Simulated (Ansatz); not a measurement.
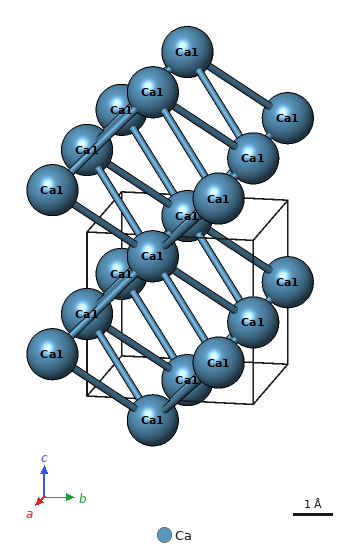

This is a symmetric starting cell of Ca. The picture is a ball-and-stick view of the conventional cell (2 times the calculation's cell), repeated 2 × 1 × 2 with one cell outlined, seen slightly off an axis. Lengths and directions refer to the drawn axes.

Theory: DFT PBEsol, scalar-relativistic, plane waves, PAW (Ansatz 0.2.0). (plane-wave cutoff 420 eV; k-point mesh 14 × 14 × 14; occupations gaussian; smearing width 0.1 eV; no spin polarisation)

Change: The cell is strained by −1.0 % along c and +8.0 % across it (volume +15.3 %), the atoms keeping their fractional coordinates. No relaxation follows. The starting cell wasn't computed here and needn't be at equilibrium, so pressure and forces aren't due to the change alone.

### What is the effect?

The pressure is −2.5 GPa (not all of it need come from the change, since the unchanged cell can be under pressure at this level too). The principal stresses (compression positive) are −2.4 GPa along c and −2.6 GPa across it. All forces vanish by symmetry. Among the bonded contacts that change: Ca–Ca 3.814 → 4.007 Å. The space group stays I4/mmm (No. 139).

The changed structure in the same view:

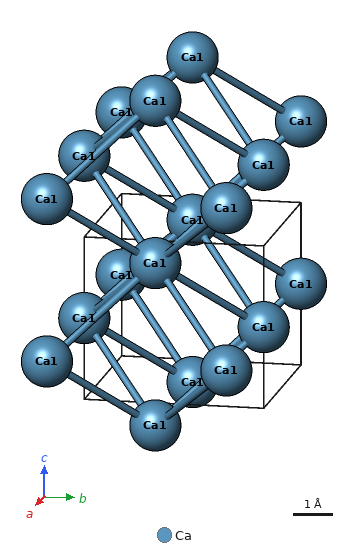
